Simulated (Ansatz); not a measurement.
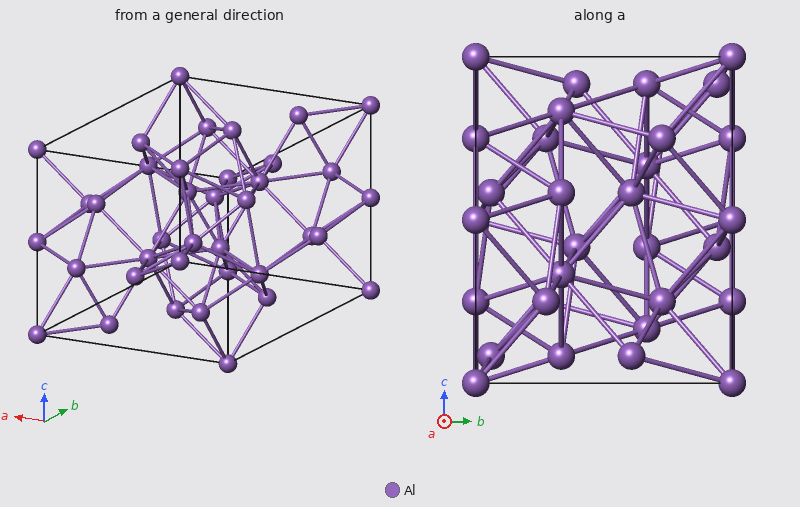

A ball-and-stick rendering, viewed from a general direction and along the a axis. The wireframe shows the conventional unit cell.

### What is the number of atoms per cell?

24 (aluminium), counting shared atoms by their share.

### What lattice type does the structure have?

Rhombohedral (trigonal R) lattice; the crystal system is trigonal.

Origin of the cell: a textbook structure type filled with this element (whether it is the usual form wasn't checked). Relaxation method: Ansatz 0.2.0, DFT PBE, scalar-relativistic, plane waves, PAW.
